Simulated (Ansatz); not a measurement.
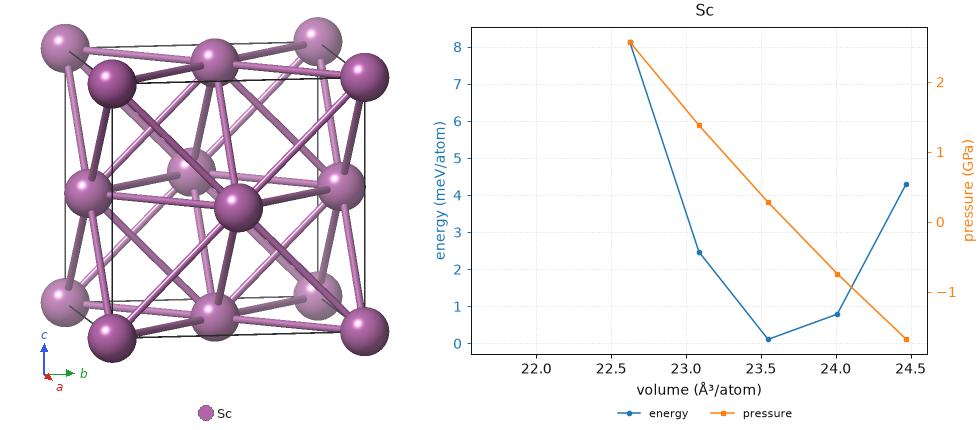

The picture above shows the energy and pressure against volume for Sc, space group Fm-3m (No. 225). The conventional cell is drawn beside the plot.

Cell as given: a = 3.196 Å, b = 3.196 Å, c = 3.196 Å, α = 60.00°, β = 60.00°, γ = 60.00°; 1 atom.

How it was computed, with Ansatz 0.2.0: plane-wave DFT, no spin polarisation; energies at scaled volumes of the given cell, shape and fractions fixed, counted from the fit's minimum, third-order Birch-Murnaghan fit. Level: PBE with D3(BJ).

k mesh 10×10×10; occupations Fermi–Dirac; smearing width 0.15 eV; potentials SSSP precision PAW; wave cutoff 1225 eV; density cutoff 12250 eV.

The points at volume 21.70 Å³/atom and 22.16 Å³/atom are left out of the plot. What values does the calculation give there?

```json
{"volume (Å³/atom)": "21.70", "energy (meV/atom)": "30.48", "pressure (GPa)": "5.26"}
{"volume (Å³/atom)": "22.16", "energy (meV/atom)": "17.37", "pressure (GPa)": "3.86"}
```

Caveats: the program warns: stress scf threshold loose.
